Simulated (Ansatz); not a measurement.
**Single-point calculation of Ti**

System: Ti (I4/mmm, 1 atom in the cell).
Method: DFT PBEsol, scalar-relativistic, plane waves, PAW, no spin polarisation (Ansatz 0.2.0).

The structure derives from an entry of the Crystallography Open Database. It belongs to a series of runs on one base structure; here: strain +0.000 along x and y, +0.025 along z, atoms carried along. Figures and captions count atoms from 1; the log counts them from 0 in places.

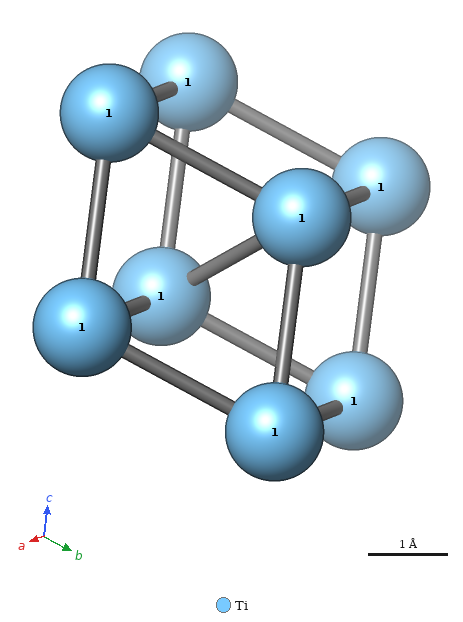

Fig. 1: The structure (ball-and-stick view of the cell of the calculation, seen slightly off an axis; atoms are numbered from 1 in the order of the input). An atom can appear more than once, as a periodic image.

Key numbers

```json
{"quantity": "outcome", "value": "converged"}
{"quantity": "space group (tolerance 0.01 Å)", "value": "I4/mmm (139)"}
{"quantity": "electrons treated", "value": "12"}
{"quantity": "free energy", "value": "−2473.8017 eV"}
{"quantity": "Fermi energy", "value": "13.375 eV"}
{"quantity": "gap on the k-point mesh", "value": "none (metallic)"}
{"quantity": "pressure", "value": "−2.62 GPa"}
{"quantity": "largest force (length of the vector)", "value": "under 0.001 eV/Å"}
{"quantity": "hardware", "value": "2 threads of Oxide Virtual Turin-like (Zen 5), 32 GiB of memory available, shared host"}
{"quantity": "wall time", "value": "5.8 s (CPU time 11 s)"}
{"quantity": "peak memory", "value": "0.58 GiB"}
```

The input
```yaml
crystal:
  lattice:
    - [-1.605116063, 1.605116063, 1.6452439646]
    - [1.605116063, -1.605116063, 1.6452439646]
    - [1.605116063, 1.605116063, -1.6452439646]
  atoms:
    - { symbol: Ti, position: [0.0, 0.0, 0.0] }
basis:
  ecutwfc: 420
kpoints:
  mp_grid: { grid: [26, 26, 26] }
hamiltonian:
  xc: pbesol
scf:
  occupations: { method: gaussian, width: 0.15 }
output:
  forces: true
  stress: true
  eigenvalues: true
  write_density: true
  write_potential: true
  elf: true
  volumetric_format: npy
```

Launched with:
```bash
ansatz run input.yaml --threads 2 --pin off --max-ram 5120MiB --backend cpu --events-out ev --progress --plain --runs-dir out
```

Output
```
Engine: ansatz 0.2.0, x86_64-unknown-linux-gnu
Pseudopotentials: kind: paw
Pseudopotential: Ti, paw, valence charge 12, recommended cutoff 420 eV (normal), Ti.paw.azcp
Functional definition: PBEsol
  exchange = pbesol_x
  correlation = pbesol_c
Crystal: 1 atoms, lattice volume = 16.955 Å³
Basis set: ecut = 420 eV, 321 PW (Γ), exchange–correlation on 40×40×40 points (8 copies of the dense FFT grid, shifted against one another)
Bands: 10, of which v1, the nominal top of the filled ones, is band 6 counted from 1 (5 counted from 0)
Symmetry: 16 space group operations
Space group: I4/mmm (ITA 139), of the structure as read, at distance tolerance 2.6e-5 Å
k-points: 1330 of 17576
Non-local potential: Ti, projectors of the file, l = 0: 3, l = 1: 2, l = 2: 3, l = 3: 1
PAW form: soft (Blöchl's): semilocal exchange-correlation on the pseudo side does not see the compensation charge
PAW frozen core: Ti, regenerated for the run's functional, and the local potential with it (the file was generated under x = pbe(κ = 0.804, μ = 0.2195149727645171), c = pbe(β = 0.06672455060314922))
PAW one-centre angular grid: Ti, 590 points (default); XC on 64 Gauss nodes
Initial density: superposition of atomic densities (neutral atoms: chi_scale 0, normalization atom), corrected by the library's trained network
Initial wavefunctions: pseudopotential atomic-orbital guess
Functional: x = pbesol(κ = 0.804, μ = 0.12345679012345678), c = pbesol(β = 0.046)
SCF iter   1: F=—  HF=-2473.802776 eV  |F-HF|=—  |Δ(HF+E_count)|=         —  Δρ=5.13e-3  dr2=2.61e-3  ethr=1.77e-3  ⟨swp⟩=4.4  Hψ=69101  notcnv=0
preconditioner: auto → none  [metal: Δε(μ)=0.003 eV  Ē_g=4.264 eV  σ=0.150 eV  W_gap=0.01  n_scr=0 (ndim 8)  ℏωp=18.0 eV  f_vac=0.000  D(μ)=2.23/eV (n_scr^D=42)]
SCF iter   2: F=—  HF=-2473.801767 eV  |F-HF|=—  |Δ(HF+E_count)|=   1.01e-3  Δρ=1.47e-3  dr2=3.26e-4  ethr=2.18e-5  ⟨swp⟩=2.2  Hψ=32109  notcnv=0
SCF iter   3: F=—  HF=-2473.801710 eV  |F-HF|=—  |Δ(HF+E_count)|=   5.75e-5  Δρ=8.01e-4  dr2=4.64e-5  ethr=2.72e-6  ⟨swp⟩=2.2  Hψ=17706  notcnv=0
SCF iter   4: F=—  HF=-2473.801714 eV  |F-HF|=—  |Δ(HF+E_count)|=   3.64e-6  Δρ=1.40e-4  dr2=1.45e-6  ethr=3.87e-7  ⟨swp⟩=1.0  Hψ=13247  notcnv=0
iter 5 did not close the SCF: its close was put off for the readings that it lacked (scf_convergence_deferred on its scf_iter line)
SCF iter   5: F=-2473.801714 eV  HF=-2473.801714 eV  |F-HF|=3.45e-10  |Δ(HF+E_count)|=   1.53e-7  Δρ=1.05e-5  dr2=7.35e-9  ethr=1.21e-8  ⟨swp⟩=1.0  Hψ=13247  notcnv=0
SCF iter   6: F=-2473.801714 eV  HF=-2473.801714 eV  |F-HF|=1.05e-11  |Δ(HF+E_count)|=   1.01e-9  Δρ=6.47e-7  dr2=1.82e-11  ethr=6.13e-11  ⟨swp⟩=4.0  Hψ=59350  notcnv=0
SCF 1 converged in 6 iterations: F = -2473.801714 eV  dr2 = 1.82e-11
  greatest PAW one-centre occupation: 0.999 electrons in one spin orbital (limit 2), on the Ti atom at site 0 (counted from 0), in its partial waves of l = 0
SCF converged after 6 iterations
Free energy (F): -2473.801714 eV
Harris-Foulkes:  -2473.801714 eV  (|F-HF|=1.05e-11)
Internal energy: -2473.776600 eV  (E = F + TS)
E sigma→0 (E₀):  -2473.789157 eV
Entropy (-TS):   -0.025114 eV (-25.114 meV/atom)
Fermi energy:    13.374906 eV
--- Per-component energies (eV) ---
  E_band       = -152.100970
  E_kinetic    = 272.964023
  E_local      = -800.593159  (includes V_loc(G=0)·N_el)
  E_nonlocal   = 9.737112
  E_hartree    = 329.125106
  E_xc         = -96.751510
  E_vxc        = -121.576629  (∫ρ·V_xc dr)
  E_paw        = -1022.718767  (= ΣΔE_a)
  E_vpaw       = -170.882622  (= ΣTr[D̂ρ^β])
  E_aug_tail   = 0.000121  (compensation charges beyond the density's cutoff)
  E_ewald      = -1165.678909
  E_core_change = 0.139384  (= ΣΔE_core)
  E_smearing   = -0.025114  (= −TS)
  E_closure    = 0.000000  (closes the sum)
  Σ components = -2473.801714   (vs F -2473.801714, Δ=0.00e0)
--- Forces (eV/Å), atoms counted from 1 ---
  atom   1  Ti    -0.00000000    -0.00000000     0.00000000
  max |Σ_I F_I| component: 4.31e-32 eV/Å
--- Stress (GPa, compression-positive) ---
       -2.785575       0.000000      -0.000000
        0.000000      -2.785575      -0.000000
       -0.000000       0.000000      -2.293369
  P = ⅓ Tr σ = -2.6215 GPa (-26.215 kbar)
--- Band table (eV; the first three rows and the last of 1330) ---
  k-point 0: bands = ["-42.8324", "-18.7697", "-18.7697", "-18.7683", "7.3925", "14.3283", "14.3283", "14.5065", "16.1070", "16.3158"]
  k-point 1: bands = ["-42.8302", "-18.7810", "-18.7719", "-18.7700", "7.4454", "14.3021", "14.3673", "14.4987", "16.1104", "16.2860"]
  k-point 2: bands = ["-42.8238", "-18.8140", "-18.7824", "-18.7706", "7.6025", "14.2259", "14.4706", "14.4834", "16.1210", "16.2075"]
  k-point 1329: bands = ["-42.5801", "-19.2994", "-19.2643", "-19.2643", "11.1497", "11.2190", "17.4162", "17.4638", "17.4638", "21.4442"]
```

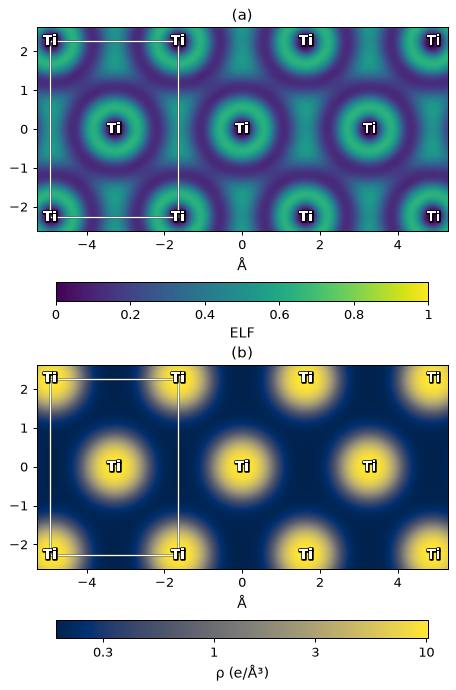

Fig. 2: (a) ELF; (b) valence electron density on the (11̄0) plane of the conventional cell. Atoms in the plane: Ti. Ti–Ti (2.80 Å): ρ at the midpoint is about 0.2 e/Å³; the ELF is about 0.20 at the midpoint; no localised pair between them. Away from the nuclei the density in this plane falls to 0.18 e/Å³ at its lowest. The ELF has a maximum of about 0.55 in the space between the atoms. The strong features right at Ti lie inside the PAW spheres (semicore, d or f shells) and say nothing about bonding. In a PAW calculation such maps are meaningful between the atoms, not at the nuclei.

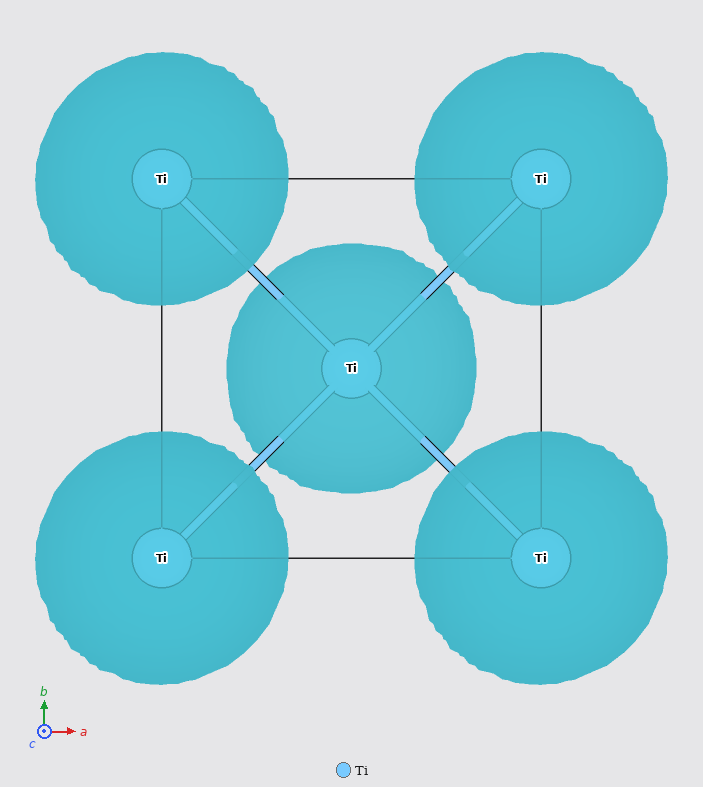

Fig. 3: Isosurface of the valence pseudo-density at 0.3 e/Å³ (cyan), seen along the c axis. Sticks mark near contacts. The outline is the cell set on symmetry axes. At this value the density breaks into separate islands; it holds about 80 % of the electrons treated as valence (semicore included). It is pinched off along the Ti–Ti (2.80 Å) contacts. On the grid the lowest density along these lines, outside the cores, is 0.19 e/Å³ (Ti–Ti, 2.80 Å).

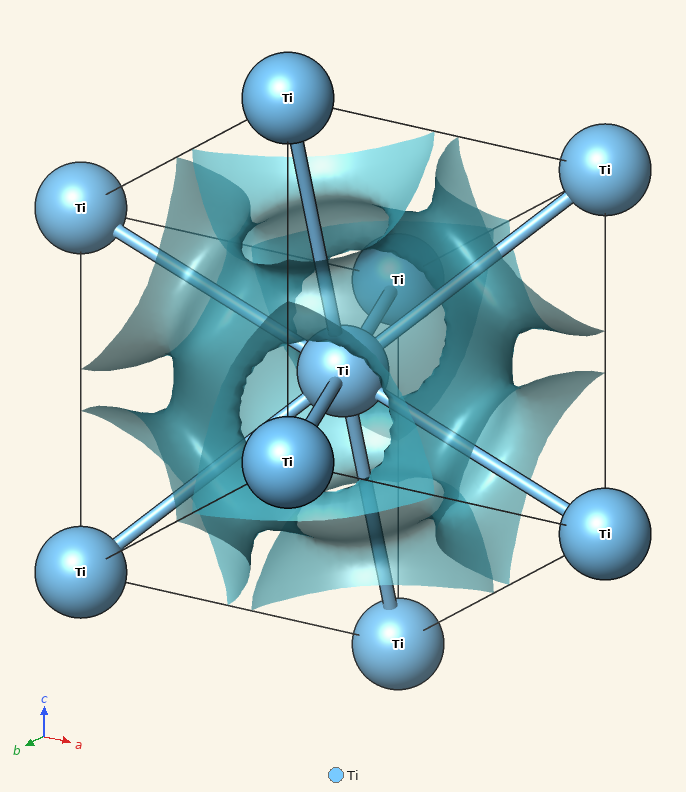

Fig. 4: Isosurface of the ELF at 0.4 (cyan), seen at an oblique angle. Only the valence region is drawn (cores and ρ < 0.01 e/Å³ removed). Sticks mark near contacts. The outline is the cell set on symmetry axes. Profiles from the grid: Ti–Ti (2.80 Å): the ELF is about 0.15 at the midpoint (no localised pair between them).
